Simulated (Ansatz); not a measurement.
Single-point calculation, with input and output: GaAs (part 1 of 2)

GaAs (F-43m, 32 atoms in the cell), computed with DFT LDA, scalar-relativistic, plane waves, PAW, no spin polarisation (Ansatz 0.2.0).

The structure derives from a Materials Project entry. It belongs to a series of runs on one base structure; here: the perfect crystal in a cell of 32 atoms.

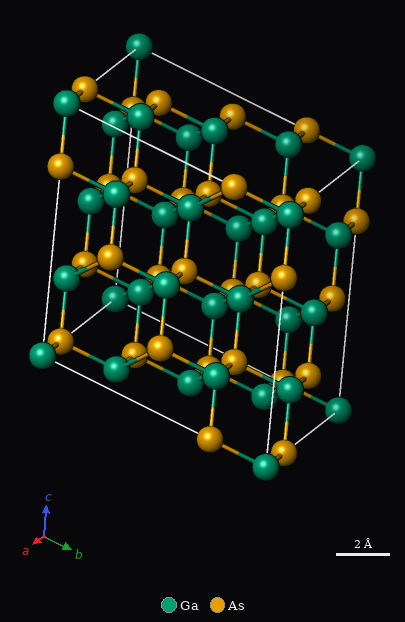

Fig. 1: The structure (ball-and-stick view of the cell of the calculation, seen slightly off an axis).

Input
```yaml
crystal:
  lattice:
    - [-5.6033815718, -5.6033815718, 5.6033815718]
    - [5.6033815718, -5.6033815718, -5.6033815718]
    - [5.6033815718, 5.6033815718, 5.6033815718]
  atoms:
    - { symbol: Ga, position: [0.25, 0.75, 0.0] }
    - { symbol: Ga, position: [0.0, 0.75, 0.25] }
    - { symbol: Ga, position: [0.5, 0.5, 0.0] }
    - { symbol: Ga, position: [0.25, 0.5, 0.25] }
    - { symbol: Ga, position: [0.0, 0.5, 0.5] }
    - { symbol: Ga, position: [0.75, 0.75, 0.5] }
    - { symbol: Ga, position: [0.5, 0.75, 0.75] }
    - { symbol: Ga, position: [0.0, 0.0, 0.0] }
    - { symbol: Ga, position: [0.75, 0.25, 0.0] }
    - { symbol: Ga, position: [0.5, 0.25, 0.25] }
    - { symbol: Ga, position: [0.25, 0.25, 0.5] }
    - { symbol: Ga, position: [0.0, 0.25, 0.75] }
    - { symbol: Ga, position: [0.75, 0.5, 0.75] }
    - { symbol: Ga, position: [0.75, 0.0, 0.25] }
    - { symbol: Ga, position: [0.5, 0.0, 0.5] }
    - { symbol: Ga, position: [0.25, 0.0, 0.75] }
    - { symbol: As, position: [0.25, 0.75, 0.75] }
    - { symbol: As, position: [0.0, 0.75, 0.0] }
    - { symbol: As, position: [0.5, 0.5, 0.75] }
    - { symbol: As, position: [0.25, 0.5, 0.0] }
    - { symbol: As, position: [0.0, 0.5, 0.25] }
    - { symbol: As, position: [0.75, 0.75, 0.25] }
    - { symbol: As, position: [0.5, 0.75, 0.5] }
    - { symbol: As, position: [0.0, 0.0, 0.75] }
    - { symbol: As, position: [0.75, 0.25, 0.75] }
    - { symbol: As, position: [0.5, 0.25, 0.0] }
    - { symbol: As, position: [0.25, 0.25, 0.25] }
    - { symbol: As, position: [0.0, 0.25, 0.5] }
    - { symbol: As, position: [0.75, 0.5, 0.5] }
    - { symbol: As, position: [0.75, 0.0, 0.0] }
    - { symbol: As, position: [0.5, 0.0, 0.25] }
    - { symbol: As, position: [0.25, 0.0, 0.5] }
basis:
  ecutwfc: 420
  xc_grid: 2
kpoints:
  mp_grid: { grid: [3, 3, 3], shift: [0.0, 0.0, 0.0] }
hamiltonian:
  xc: lda
scf:
  occupations: { method: gaussian, width: 0.02 }
output:
  forces: true
  stress: true
  eigenvalues: true
  write_density: true
  write_potential: true
  elf: true
  volumetric_format: npy
```

Hardware: 4 threads of Intel Xeon @ 2.70GHz, 189 GiB of memory available, shared host.

Command:
```bash
ansatz run input.yaml --threads 4 --pin off --max-ram 8192MiB --backend cpu --events-out ev --progress --plain --runs-dir out
```

Output
```
Engine: ansatz 0.2.0, x86_64-unknown-linux-gnu
Pseudopotentials: kind: paw
Pseudopotential: Ga, paw, valence charge 13, recommended cutoff 420 eV (normal), Ga.paw.azcp
Pseudopotential: As, paw, valence charge 15, recommended cutoff 420 eV (normal), As.paw.azcp
Functional definition: SPW92
  exchange = slater_x
  correlation = pw_c
Crystal: 32 atoms, lattice volume = 703.737 Å³
Basis set: ecut = 420 eV, 13811 PW (Γ), exchange–correlation on 144×144×144 points (8 copies of the dense FFT grid, shifted against one another)
Bands: 269, of which v1, the nominal top of the filled ones, is band 224 counted from 1 (223 counted from 0)
Symmetry: 384 space group operations
Space group: F-43m (ITA 216), of the structure as read, at distance tolerance 8.9e-5 Å
k-points: 4 of 27 (time reversal used)
Non-local potential: Ga, projectors of the file, l = 0: 2, l = 1: 2, l = 2: 3, l = 3: 1
Non-local potential: As, projectors of the file, l = 0: 2, l = 1: 2, l = 2: 3, l = 3: 1
PAW form: soft (Blöchl's): semilocal exchange-correlation on the pseudo side does not see the compensation charge
PAW frozen core: Ga, regenerated for the run's functional, and the local potential with it (the file was generated under x = pbe(κ = 0.804, μ = 0.2195149727645171), c = pbe(β = 0.06672455060314922))
PAW frozen core: As, regenerated for the run's functional, and the local potential with it (the file was generated under x = pbe(κ = 0.804, μ = 0.2195149727645171), c = pbe(β = 0.06672455060314922))
PAW one-centre angular grid: Ga, 590 points (default); XC on 64 Gauss nodes
PAW one-centre angular grid: As, 590 points (default); XC on 64 Gauss nodes
Initial density: superposition of atomic densities (neutral atoms: chi_scale 0, normalization atom), corrected by the library's trained network
Initial wavefunctions: pseudopotential atomic-orbital guess
Functional: x = slater, c = lda
SCF iter   1: F=—  HF=-135700.796579 eV  |F-HF|=—  |Δ(HF+E_count)|=         —  Δρ=5.28e-3  dr2=1.22e-1  ethr=1.77e-3  ⟨swp⟩=5.8  Hψ=3504  notcnv=0  defer=37
preconditioner: auto → Resta (q_TF=auto, 2.530 Å⁻¹)  ε∞=3.7  [insulator: Δε(μ)=0.459 eV  Ē_g=14.572 eV  σ=0.020 eV  W_gap=1.00  n_scr=200 (ndim 8)  ℏωp=23.8 eV  f_vac=0.083  D(μ)=0.00/eV (n_scr^D=0)  ε∞_Penn≈3.7]
SCF iter   2: F=—  HF=-135700.745147 eV  |F-HF|=—  |Δ(HF+E_count)|=   5.14e-2  Δρ=2.82e-3  dr2=3.12e-2  ethr=2.71e-5  ⟨swp⟩=3.0  Hψ=2159  notcnv=0  defer=157
SCF iter   3: F=—  HF=-135700.741062 eV  |F-HF|=—  |Δ(HF+E_count)|=   4.08e-3  Δρ=6.03e-4  dr2=2.11e-3  ethr=6.97e-6  ⟨swp⟩=2.0  Hψ=1108  notcnv=0  defer=157
SCF iter   4: F=—  HF=-135700.741053 eV  |F-HF|=—  |Δ(HF+E_count)|=   9.07e-6  Δρ=1.45e-4  dr2=2.19e-4  ethr=4.71e-7  ⟨swp⟩=2.0  Hψ=1815  notcnv=0  defer=157
SCF iter   5: F=—  HF=-135700.740937 eV  |F-HF|=—  |Δ(HF+E_count)|=   1.16e-4  Δρ=8.06e-5  dr2=3.83e-5  ethr=4.88e-8  ⟨swp⟩=2.0  Hψ=1814  notcnv=0  defer=157
SCF iter   6: F=—  HF=-135700.741115 eV  |F-HF|=—  |Δ(HF+E_count)|=   1.77e-4  Δρ=2.61e-5  dr2=3.98e-6  ethr=8.55e-9  ⟨swp⟩=2.0  Hψ=1495  notcnv=0  defer=157
SCF iter   7: F=—  HF=-135700.741114 eV  |F-HF|=—  |Δ(HF+E_count)|=   9.98e-7  Δρ=7.16e-6  dr2=2.57e-7  ethr=8.89e-10  ⟨swp⟩=2.0  Hψ=1815  notcnv=0  defer=157
SCF iter   8: F=-135700.741113 eV  HF=-135700.741113 eV  |F-HF|=4.80e-9  |Δ(HF+E_count)|=   2.83e-8  Δρ=1.34e-6  dr2=9.99e-9  ethr=2.23e-11  ⟨swp⟩=12.5  Hψ=7726  notcnv=0
SCF 1 converged in 8 iterations: F = -135700.741113 eV  dr2 = 9.99e-9
  greatest PAW one-centre occupation: 0.999 electrons in one spin orbital (limit 2), on the As atom at site 31 (counted from 0), in its partial waves of l = 2
SCF converged after 8 iterations
Free energy (F): -135700.741113 eV
Harris-Foulkes:  -135700.741113 eV  (|F-HF|=4.80e-9)
Internal energy: -135700.741113 eV  (E = F + TS)
E sigma→0 (E₀):  -135700.741113 eV
Fermi energy:    8.481557 eV
--- Per-component energies (eV) ---
  E_band       = -5040.657806
  E_kinetic    = 3534.968130
  E_local      = -62203.955756  (includes V_loc(G=0)·N_el)
  E_nonlocal   = -3817.252818
  E_hartree    = 31331.613259
  E_xc         = -2373.136562
  E_vxc        = -2222.498119  (∫ρ·V_xc dr)
  E_paw        = -58666.436752  (= ΣΔE_a)
  E_vpaw       = -2995.149280  (= ΣTr[D̂ρ^β])
  E_aug_tail   = -0.001706  (compensation charges beyond the density's cutoff)
  E_ewald      = -43567.398267
  E_core_change = 60.859359  (= ΣΔE_core)
  E_smearing   = -0.000000  (= −TS)
  E_closure    = 0.000000  (closes the sum)
  Σ components = -135700.741113   (vs F -135700.741113, Δ=0.00e0)
--- Forces (eV/Å), atoms counted from 1 ---
  atom   1  Ga    -0.00000000     0.00000000     0.00000000
  atom   2  Ga    -0.00000000    -0.00000000    -0.00000000
  atom   3  Ga    -0.00000000    -0.00000000    -0.00000000
  atom   4  Ga    -0.00000000     0.00000000     0.00000000
  atom   5  Ga    -0.00000000     0.00000000    -0.00000000
  atom   6  Ga    -0.00000000    -0.00000000     0.00000000
  atom   7  Ga    -0.00000000    -0.00000000    -0.00000000
  atom   8  Ga    -0.00000000    -0.00000000    -0.00000000
  atom   9  Ga    -0.00000000    -0.00000000    -0.00000000
  atom  10  Ga    -0.00000000    -0.00000000    -0.00000000
  atom  11  Ga    -0.00000000    -0.00000000     0.00000000
  atom  12  Ga    -0.00000000    -0.00000000    -0.00000000
  atom  13  Ga    -0.00000000     0.00000000     0.00000000
  atom  14  Ga    -0.00000000    -0.00000000    -0.00000000
  atom  15  Ga    -0.00000000    -0.00000000    -0.00000000
  atom  16  Ga    -0.00000000     0.00000000     0.00000000
  atom  17  As     0.00000000    -0.00000000     0.00000000
  atom  18  As     0.00000000    -0.00000000    -0.00000000
  atom  19  As     0.00000000     0.00000000    -0.00000000
  atom  20  As     0.00000000     0.00000000     0.00000000
  atom  21  As     0.00000000    -0.00000000    -0.00000000
  atom  22  As     0.00000000     0.00000000     0.00000000
  atom  23  As     0.00000000     0.00000000     0.00000000
  atom  24  As     0.00000000    -0.00000000    -0.00000000
  atom  25  As     0.00000000     0.00000000     0.00000000
  atom  26  As     0.00000000     0.00000000    -0.00000000
  atom  27  As     0.00000000     0.00000000    -0.00000000
  atom  28  As     0.00000000    -0.00000000    -0.00000000
  atom  29  As     0.00000000     0.00000000     0.00000000
  atom  30  As     0.00000000     0.00000000     0.00000000
  atom  31  As     0.00000000     0.00000000     0.00000000
  atom  32  As     0.00000000     0.00000000    -0.00000000
  max |Σ_I F_I| component: 1.55e-16 eV/Å
--- Stress (GPa, compression-positive) ---
       -0.033248      -0.000000       0.000000
        0.000000      -0.033248       0.000000
        0.000000      -0.000000      -0.033248
  P = ⅓ Tr σ = -0.0332 GPa (-0.332 kbar)
--- Band table (eV) ---
  k-point 0: bands = ["-27.0894", "-27.0894", "-27.0894", "-27.0885", "-27.0885", "-27.0885", "-27.0880", "-27.0880", "-27.0880", "-27.0880", ... 59 levels left out ..., "-27.0772", "-27.0772", "-27.0772", "-27.0772", "-27.0772", "-27.0772", "-27.0772", "-27.0772", "-27.0763", "-27.0763", "-27.0763", "-6.8327", "-6.8327", "-6.8327", "-6.7956", "-6.7956", "-6.7956", "-6.7956", "-6.7956", "-6.7956", "-6.7956", "-6.7956", "-6.7956", "-6.7956", "-6.7956", "-6.7956", "-6.7107", "-6.7107", "-6.7107",
      "-6.6855", "-6.6855", "-6.6855", "-6.6855", "-6.6855", "-6.6855", "-6.6855", "-6.6855", "-6.6855", "-6.6855", "-6.6855", "-6.6855", "-6.6832", "-6.6832", "-6.6832", "-6.6832", "-6.6832", "-6.6832", "-6.6832", "-6.6832", "-6.6832", "-6.6832", "-6.6832", "-6.6832", "-6.6569", "-6.6569", "-6.6569", "-6.6569", "-6.6569", "-6.6569", "-6.6547", "-6.6547", "-6.6547", "-6.6282", "-6.6282", "-6.6282", "-6.6282", "-6.6282", "-6.6282", "-6.6282",
      "-6.6282", "-6.6282", "-6.6282", "-6.6282", "-6.6282", "-6.6259", "-6.6259", "-6.6259", "-6.6259", "-6.6259", "-6.6259", "-6.6259", "-6.6259", "-6.6259", "-6.6259", "-6.6259", "-6.6259", "-6.6259", "-6.6259", "-6.6127", "-6.6127", "-6.6127", "-4.7398", "-3.0351", "-3.0351", "-3.0351", "-3.0351", "-3.0351", "-3.0351", "-3.0351", "-3.0351", "-3.0351", "-3.0351", "-3.0351", "-3.0351", "-2.1297", "-2.1297", "-2.1297", "1.2404", "1.2404",
      "1.2404", "2.4539", "2.4539", "2.4539", "2.4539", "2.4539", "2.4539", "2.4539", "2.4539", "2.4539", "2.4539", "2.4539", "2.4539", "4.7298", "4.7298", "4.7298", "4.7298", "4.7298", "4.7298", "4.7298", "4.7298", "4.7298", "4.7298", "4.7298", "4.7298", "5.4592", "5.4592", "5.4592", "5.4592", "5.4592", "5.4592", "6.9695", "6.9695", "6.9695", "6.9695", "6.9695", "6.9695", "6.9695", "6.9695", "6.9695",
      "6.9695", "6.9695", "6.9695", "8.2381", "8.2381", "8.2381", "8.7241", "9.5405", "9.5405", "9.5405", "9.7826", "9.7826", "9.7826", "10.9222", "10.9222", "10.9222", "10.9222", "10.9222", "10.9222", "10.9222", "10.9222", "10.9222", "10.9222", "10.9222", "10.9222", "11.9333", "11.9333", "11.9333", "13.8378", "13.8378", "13.8378", "13.8378", "13.8378", "13.8378", "13.8378", "13.8378", "13.8378", "13.8378", "13.8378", "13.8378",
      "13.9055", "13.9055", "13.9055", "13.9055", "13.9055", "13.9055", "13.9055", "13.9055", "13.9055", "13.9055", "13.9055"]
```
